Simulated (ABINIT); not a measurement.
## PbO2: positron calculation (part 2 of 2)

Continued. System: PbO2 (Fm-3m, 3 atoms in the cell). Method: Kohn-Sham DFT of a periodic cell, PBEsol, JTH PAW PBE v2.0, no spin polarisation (ABINIT 10.8.3); cutoff 517.02 eV, 6×6×6 k-mesh, fermi-dirac of 0.05 eV. The structure derives from a Materials Project entry.

Geometry of the input (Å; fractional positions):
```
0.0000  2.7020  2.7020
2.7020  0.0000  2.7020
2.7020  2.7020  0.0000
Pb 0.0000  0.0000  0.0000
O  0.7500  0.7500  0.7500
O  0.2500  0.2500  0.2500
```

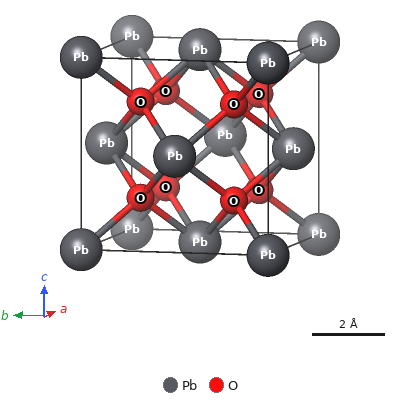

**Figure 1.** The structure (ball-and-stick view of the cell 4 times as large as that of the calculation, set on its symmetry axes, seen at an oblique angle). An atom can appear more than once, as a periodic image.

**Log, continued**
```
 ------------------------------------------------
 Atom  Sphere_radius  Integrated_density
    1        2.40264         11.21668791
    2        1.41465          4.47123833
    3        1.41465          4.47123833

================================================================================

 ----iterations are completed or convergence reached----

 Mean square residual over all n,k,spin=   80.630E-09; max=  21.880E-06
 reduced coordinates (array xred) for    3 atoms
       0.000000000000      0.000000000000      0.000000000000
       0.750000000000      0.750000000000      0.750000000000
       0.250000000000      0.250000000000      0.250000000000
 rms dE/dt=  1.0070E-30; max dE/dt=  2.6295E-30; dE/dt below (all hartree)
    1       0.000000000000      0.000000000000      0.000000000000
    2      -0.000000000000      0.000000000000      0.000000000000
    3      -0.000000000000      0.000000000000      0.000000000000

 cartesian coordinates (angstrom) at end:
    1      0.00000000000000     0.00000000000000     0.00000000000000
    2      4.05298800000000     4.05298800000000     4.05298800000000
    3      1.35099600000000     1.35099600000000     1.35099600000000

 cartesian forces (hartree/bohr) at end:
    1      0.00000000000000     0.00000000000000    -0.00000000000000
    2     -0.00000000000000    -0.00000000000000     0.00000000000000
    3      0.00000000000000     0.00000000000000    -0.00000000000000
 frms,max,avg= 1.3804327E-31 2.0599479E-31   0.000E+00  0.000E+00  0.000E+00 h/b

 cartesian forces (eV/Angstrom) at end:
    1      0.00000000000000     0.00000000000000    -0.00000000000000
    2     -0.00000000000000    -0.00000000000000     0.00000000000000
    3      0.00000000000000     0.00000000000000    -0.00000000000000
 frms,max,avg= 7.0984703E-30 1.0592678E-29   0.000E+00  0.000E+00  0.000E+00 e/A
 length scales=  1.889726125908  1.889726125908  1.889726125908 bohr
              =  1.000000000000  1.000000000000  1.000000000000 angstroms
 Fermi (or HOMO) energy (hartree) =   0.21667   Average Vxc (hartree)=  -0.39516
 Eigenvalues (hartree) for nkpt=  16  k points:
 kpt#   1, nband= 17, wtk=  0.00463, kpt=  0.0000  0.0000  0.0000 (reduced coord)
  -0.46622   -0.36152   -0.36152   -0.36152   -0.36045   -0.35302   -0.35302    0.10958
   0.14056    0.14056    0.14056    0.16791    0.16791    0.16791    0.46322    0.46322
   0.46322
      occupation numbers for kpt#   1
   2.00000    2.00000    2.00000    2.00000    2.00000    2.00000    2.00000    2.00000
   2.00000    2.00000    2.00000    2.00000    2.00000    2.00000    0.00000    0.00000
   0.00000
 prteigrs : prtvol=0 or 1, do not print more k-points.

--- !EnergyTerms
iteration_state     : {dtset: 1, }
comment             : Components of total free energy in Hartree
kinetic             :  2.00279149763479E+01
hartree             :  2.35155191019847E+01
xc                  : -8.27004208085239E+00
Ewald energy        : -7.71957799014888E+01
psp_core            :  3.19612983195008E+00
local_psp           : -7.93797918537678E+01
PAW spherical_terms :  2.47484175009614E+01
internal            : -9.33576324248650E+01
'-kT*entropy'       : -9.45498857924163E-05
total_energy        : -9.33577269747508E+01
total_energy_eV     : -2.54039316775678E+03
...

--- !EnergyTermsDC
iteration_state     : {dtset: 1, }
comment             : '"Double-counting" decomposition of free energy'
band_energy         : -3.86684339111445E+00
Ewald energy        : -7.71957799014888E+01
psp_core            :  3.19612983195008E+00
xc_dc               : -2.15376960718766E+01
PAW spherical_terms :  6.04655844160285E+00
internal            : -9.33576310909270E+01
'-kT*entropy'       : -9.45498857924163E-05
total_energy_dc     : -9.33577256408128E+01
total_energy_dc_eV  : -2.54039313145848E+03
...

--- !EnergyTermsWithPAWCore
iteration_state     : {dtset: 1, }
comment             : 'Components of total free energy, including PAW core contributions'
Total energy        : -2.10264918772865E+04
Total energy DC     : -2.10264918759525E+04
Total energy (eV)   : -5.72159991870824E+05
Total energy DC (eV): -5.72159991834526E+05
...

 Cartesian components of stress tensor (hartree/bohr^3)
  sigma(1 1)=  2.34517877E-04  sigma(3 2)=  0.00000000E+00
  sigma(2 2)=  2.34517877E-04  sigma(3 1)=  0.00000000E+00
  sigma(3 3)=  2.34517877E-04  sigma(2 1)=  0.00000000E+00

-Cartesian components of stress tensor (GPa)         [Pressure= -6.8998E+00 GPa]
- sigma(1 1)=  6.89975415E+00  sigma(3 2)=  0.00000000E+00
- sigma(2 2)=  6.89975415E+00  sigma(3 1)=  0.00000000E+00
- sigma(3 3)=  6.89975415E+00  sigma(2 1)=  0.00000000E+00

================================================================================
== DATASET  2 ==================================================================

--- !DatasetInfo
iteration_state: {dtset: 2, }
dimensions: {natom: 3, nkpt: 1, mband: 1, nsppol: 1, nspinor: 1, nspden: 1, mpw: 534, }
cutoff_energies: {ecut:  19.0, pawecutdg:  38.0, }
electrons: {nelect:   1.00000000E+00, charge:   0.00000000E+00, occopt:   2.00000000E+00, tsmear:   1.00000000E-02, }
meta: {optdriver: 0, ionmov: 0, optcell: 0, iscf: 17, paral_kgb: 0, }
...

 mkfilename : getden/=0, take file _DEN from output of DATASET   1.

 Real(R)+Recip(G) space primitive vectors, cartesian coordinates (Bohr,Bohr^-1):
 R(1)=  0.0000000  5.1060249  5.1060249  G(1)= -0.0979235  0.0979235  0.0979235
 R(2)=  5.1060249  0.0000000  5.1060249  G(2)=  0.0979235 -0.0979235  0.0979235
 R(3)=  5.1060249  5.1060249  0.0000000  G(3)=  0.0979235  0.0979235 -0.0979235
 Unit cell volume ucvol=  2.6624335E+02 bohr^3
 Angles (23,13,12)=  6.00000000E+01  6.00000000E+01  6.00000000E+01 degrees

 Coarse grid specifications (used for wave-functions):

 getcut: wavevector=  0.0000  0.0000  0.0000  ngfft=  30  30  30
         ecut(hartree)=     19.000   => boxcut(ratio)=   2.11965

 Fine grid specifications (used for densities):

 getcut: wavevector=  0.0000  0.0000  0.0000  ngfft=  45  45  45
         ecut(hartree)=     38.000   => boxcut(ratio)=   2.19583

--- Pseudopotential description ------------------------------------------------
- pspini: atom type   1  psp file is ./Pb.GGA_PBE-JTH.xml
 Pseudopotential format is: paw10
 basis_size (lnmax)=  6 (lmn_size= 18), orbitals=   0   0   1   1   2   2
 Spheres core radius: rc_sph= 2.40264019
 Shapefunction is BESSEL type: shapef(r,l)=aa(1,l)*jl(q(1,l)*r)+aa(2,l)*jl(q(2,l)*r)
 Radius for shape functions =  2.00872932
 Compensation charge density is not taken into account in XC energy/potential

- pspini: atom type   2  psp file is ./O.GGA_PBE-JTH.xml
 Pseudopotential format is: paw10
 basis_size (lnmax)=  4 (lmn_size=  8), orbitals=   0   0   1   1
 Spheres core radius: rc_sph= 1.41465230
 Shapefunction is SIN type: shapef(r)=[sin(pi*r/rshp)/(pi*r/rshp)]**2
 Radius for shape functions =  1.20231231
 Compensation charge density is not taken into account in XC energy/potential

--------------------------------------------------------------------------------

================================================================================

--- !BeginCycle
iteration_state: {dtset: 2, }
solver: {iscf: 17, nstep: 80, nline: 10, wfoptalg: 10, }
tolerances: {toldfe: 1.00E-07, }
...

     iter   Etot(hartree)      deltaE(h)  residm     nres2
 ETOT  1  -93.215143686237    -9.322E+01 3.055E-01 5.475E-01
 ETOT  2  -93.795138582013    -5.800E-01 6.224E-02 2.889E-01
 ETOT  3  -93.796854001025    -1.715E-03 8.471E-07 7.533E-02
 ETOT  4  -93.796852458094     1.543E-06 7.396E-13 1.594E-03
 ETOT  5  -93.796852413453     4.464E-08 1.841E-17 2.867E-04
 ETOT  6  -93.796852837533    -4.241E-07 2.932E-15 1.089E-05
 ETOT  7  -93.796852739724     9.781E-08 1.912E-17 8.141E-07
 ETOT  8  -93.796852733950     5.774E-09 1.443E-22 3.967E-09

 At SCF step    8, etot is converged :
  for the second time, diff in etot=  5.774E-09 < toldfe=  1.000E-07

--- !ResultsGS
iteration_state: {dtset: 2, }
comment   : Summary of ground state results
lattice_vectors:
- [  0.0000000,   5.1060249,   5.1060249, ]
- [  5.1060249,   0.0000000,   5.1060249, ]
- [  5.1060249,   5.1060249,   0.0000000, ]
lattice_lengths: [   7.22101,    7.22101,    7.22101, ]
lattice_angles: [ 60.000,  60.000,  60.000, ] # degrees, (23, 13, 12)
lattice_volume:   2.6624335E+02
convergence: {deltae:  5.774E-09, res2:  3.967E-09, residm:  1.443E-22, diffor:  0.000E+00, }
etotal    :  -9.37968527E+01
entropy   :   0.00000000E+00
fermie    :  -4.39134145E-01
cartesian_stress_tensor: null
pressure_GPa: null
xred      :
- [  0.0000E+00,   0.0000E+00,   0.0000E+00, Pb]
- [  7.5000E-01,   7.5000E-01,   7.5000E-01,  O]
- [  2.5000E-01,   2.5000E-01,   2.5000E-01,  O]
cartesian_forces: null
force_length_stats: {min: null, max: null, mean: null, }
...

 Integrated electronic density in atomic spheres:
 ------------------------------------------------
 Atom  Sphere_radius  Integrated_density
    1        2.40264          0.04732199
    2        1.41465          0.01832837
    3        1.41465          0.01832837

--------------------------------------------------------------------------------
 Results for electron-positron annihilation:

 # Zero-positron density limit of Arponen and Pajanne fitted by Sterne & Kaiser
   + GGA corrections
   Ref.: P.A. Sterne and J.H. Kaiser, Phys. Rev. B 43, 13892 (1991)
         B. Barbiellini, M.J. Puska, T. Torsti and R.M. Nieminen, Phys. Rev. B 51, 7341 (1995)
 # Enhancement factor of Sterne & Kaiser
   Ref.: P.A. Sterne and J.H. Kaiser, Phys. Rev. B 43, 13892 (1991)

 Positron lifetime                         (ps)   =  1.74853014E+02
 Positron lifetime with IPM for core elec. (ps)   =  1.75662432E+02
 Annihilation rate                         (ns-1) =  5.71908931E+00
 Annihilation rate with IPM for core elec. (ns-1) =  5.69273686E+00

 Annihilation rate core/valence decomposition:
   Core    contribution to ann.rate          (ns-1) =  2.64293694E-01
   Valence contribution to ann.rate          (ns-1) =  5.45479561E+00
   Core    contribution to ann.rate with IPM (ns-1) =  2.31195706E-01
   Valence contribution to ann.rate with IPM (ns-1) =  5.46154115E+00

 Annihilation rate PAW decomposition:
   Plane-wave contribution to ann.rate          (ns-1) =  5.43759880E+00
   Plane-wave valence contribution to ann.rate  (ns-1) =  5.40388090E+00
   On-site core contribution to ann.rate        (ns-1) =  2.30575789E-01
   On-site valence contribution to ann.rate     (ns-1) =  5.09147147E-02
   Plane-wave contribution to ann.rate with IPM (ns-1) =  5.42122726E+00
   Plane-wave core contrb. to ann.rate with IPM (ns-1) =  1.19659214E-02

      (*) IPM=Independent particle Model

================================================================================

 ----iterations are completed or convergence reached----

 Mean square residual over all n,k,spin=   14.427E-23; max=  14.427E-23
 reduced coordinates (array xred) for    3 atoms
       0.000000000000      0.000000000000      0.000000000000
       0.750000000000      0.750000000000      0.750000000000
       0.250000000000      0.250000000000      0.250000000000
 rms dE/dt=  0.0000E+00; max dE/dt=  0.0000E+00; dE/dt below (all hartree)
    1       0.000000000000      0.000000000000      0.000000000000
    2       0.000000000000      0.000000000000      0.000000000000
    3       0.000000000000      0.000000000000      0.000000000000

 cartesian coordinates (angstrom) at end:
    1      0.00000000000000     0.00000000000000     0.00000000000000
    2      4.05298800000000     4.05298800000000     4.05298800000000
    3      1.35099600000000     1.35099600000000     1.35099600000000
 length scales=  1.889726125908  1.889726125908  1.889726125908 bohr
              =  1.000000000000  1.000000000000  1.000000000000 angstroms
 Fermi (or HOMO) energy (hartree) =  -0.43913   Average Vxc (hartree)=  -0.30169
 Eigenvalues (hartree) for nkpt=   1  k points:
 kpt#   1, nband=  1, wtk=  1.00000, kpt=  0.0000  0.0000  0.0000 (reduced coord)
  -0.43913

--- !EnergyTerms
iteration_state     : {dtset: 2, }
comment             : Components of total free energy in Hartree
kinetic             :  1.23899056186620E-01
local_psp           : -9.51099878032389E-01
PAW spherical_terms :  2.08527410028719E-03
positronic          : -8.25115547745481E-01
electronic          : -9.33577256408128E+01
electron_positron_interaction:  3.85993870563835E-01
total_energy        : -9.37968473179944E+01
total_energy_eV     : -2.55234224102525E+03
...

--- !EnergyTermsDC
iteration_state     : {dtset: 2, }
comment             : '"Double-counting" decomposition of free energy'
band_energy         : -4.39134145230363E-01
PAW spherical_terms :  0.00000000000000E+00
electron_positron_dc: -3.85986818470624E-01
positronic          : -8.25120963700980E-01
electronic          : -9.33577256408128E+01
electron_positron_interaction:  3.85993870563835E-01
total_energy_dc     : -9.37968527339499E+01
total_energy_dc_eV  : -2.55234238840091E+03
...

== END DATASET(S) ==============================================================
================================================================================

 -outvars: echo values of variables after computation  --------
            acell      1.8897261259E+00  1.8897261259E+00  1.8897261259E+00 Bohr
           etotal1    -9.3357725641E+01
           etotal2    -9.3796852734E+01
            fcart1     1.5449609523E-31  1.7166232803E-32 -1.5449609523E-31
                      -2.0599479363E-31 -1.3732986242E-31  2.0599479363E-31
                       5.1498698409E-32  1.2016362962E-31 -5.1498698409E-32
            fcart2     9.9999999999E+99  9.9999999999E+99  9.9999999999E+99
                       9.9999999999E+99  9.9999999999E+99  9.9999999999E+99
                       9.9999999999E+99  9.9999999999E+99  9.9999999999E+99
            rprim      0.0000000000E+00  2.7019920000E+00  2.7019920000E+00
                       2.7019920000E+00  0.0000000000E+00  2.7019920000E+00
                       2.7019920000E+00  2.7019920000E+00  0.0000000000E+00
           strten1     2.3451787668E-04  2.3451787668E-04  2.3451787668E-04
                       0.0000000000E+00  0.0000000000E+00  0.0000000000E+00
           strten2     9.9999999999E+99  9.9999999999E+99  9.9999999999E+99
                       9.9999999999E+99  9.9999999999E+99  9.9999999999E+99
           xangst      0.0000000000E+00  0.0000000000E+00  0.0000000000E+00
                       4.0529880000E+00  4.0529880000E+00  4.0529880000E+00
                       1.3509960000E+00  1.3509960000E+00  1.3509960000E+00
             xred      0.0000000000E+00  0.0000000000E+00  0.0000000000E+00
                       7.5000000000E-01  7.5000000000E-01  7.5000000000E-01
                       2.5000000000E-01  2.5000000000E-01  2.5000000000E-01
 Calculation completed.
```
